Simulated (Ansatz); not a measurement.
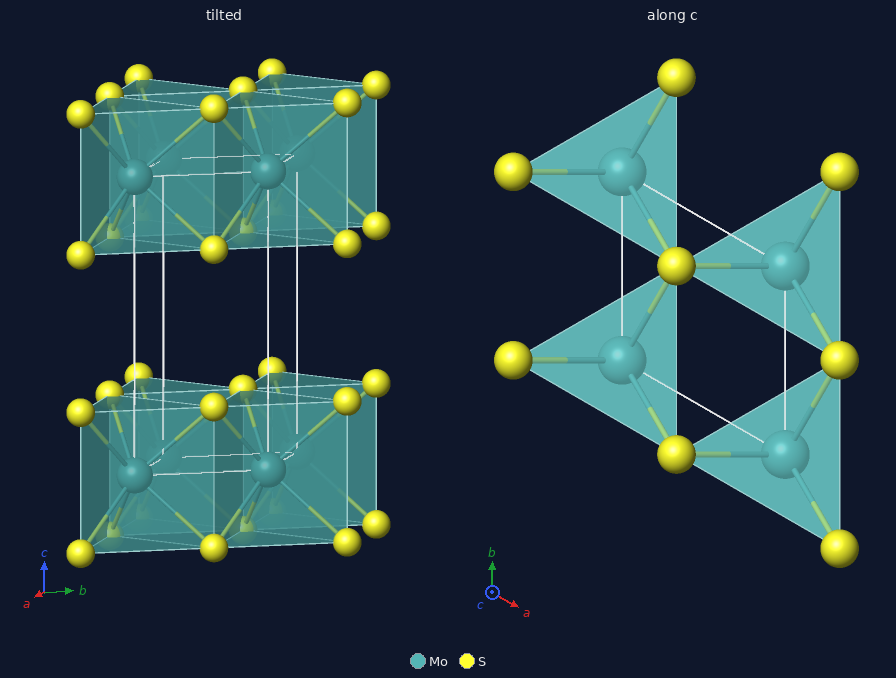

An orthographic polyhedral view of the structure, slightly off an axis and along the c axis. Atoms at the boundary of the conventional unit cell (the box) are drawn once for each face, edge or corner they touch. Some atoms of the next cells are drawn as well.

MoS2, space group P-6m2 (No. 187), a = 3.106 Å, b = 3.106 Å, c = 6.670 Å, α = 90.00°, β = 90.00°, γ = 120.00°. The cell started as a structure listed in the Materials Project. The cell was then strained or its atoms displaced on purpose. Ansatz was used for an electronic-structure calculation on it.

This one geometry was computed with Ansatz (DFT, plane waves, PAW) at three levels of theory: PBE, r2SCAN and HSE06.

### Which level gives the highest pressure at this volume, and what does that say about its equilibrium volume?

Highest: PBE (6.7 GPa), which points to the largest equilibrium volume. Lowest, with the smallest volume: HSE06 (2.2 GPa). Levels within 0.5 GPa of each other can't be told apart.

### How does the band gap change with the level of theory?

PBE: a gap of 1.28 eV, indirect; r2SCAN: a gap of 1.39 eV, indirect; HSE06: a gap of 1.88 eV, indirect.

### Collect the results in a table.

| level | cutoff (eV) | k-mesh of the run's cell | gap (eV) | pressure (GPa) |
| --- | --- | --- | --- | --- |
| PBE | 420 | 12×12×4 | 1.28 | 6.7 |
| r2SCAN | 500 | 12×12×4 | 1.39 | 5.7 |
| HSE06 | 420 | 6×6×4 | 1.88 | 2.2 |

Gaps are taken on the k-mesh or band path of each run.
